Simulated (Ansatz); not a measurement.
```
Al Ru
1.0
    -3.00408    0.00000   -3.00408
     0.00000   -3.00408   -3.00408
    -3.00408   -3.00408    0.00000
Al Ru
2 2
Direct
  0.50000 0.50000 0.50000
  0.00000 0.00000 0.00000
  0.25000 0.25000 0.25000
  0.75000 0.75000 0.75000
```

Space group Pm-3m; computed without spin polarisation.

Level of theory: DFT PBE, scalar-relativistic, plane waves, PAW in Ansatz.

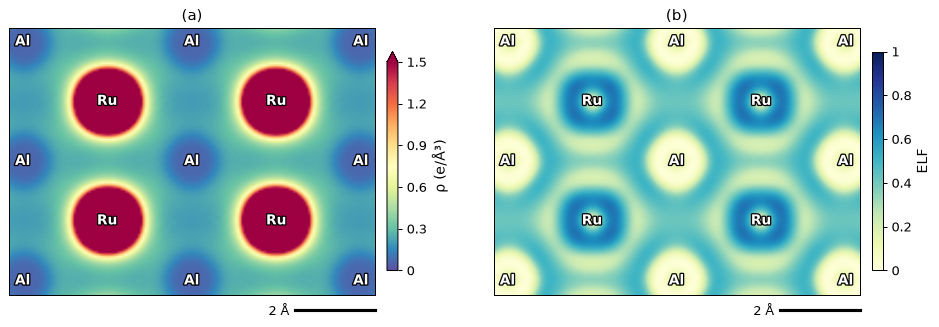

AlRu. (a) valence pseudo-density; (b) ELF on the (011̄) plane of the calculation cell.

Core electrons are frozen (PAW), and the valence fields are smoothed inside the atomic spheres.

### Read the bonding off the picture.

- Atoms in the plane: Al and Ru.
- Al–Ru (2.60 Å): ρ at the midpoint is about 0.35 e/Å³; the ELF is about 0.40 at the midpoint.
- Between the atoms the lowest density in this plane is 0.2 e/Å³.
- The features right at Ru lie inside the PAW spheres, where the map follows smoothed inner orbitals and isn't to be read closely.

### Metal or insulator at this level of theory?

It is gapless in this calculation (a metal or semimetal).
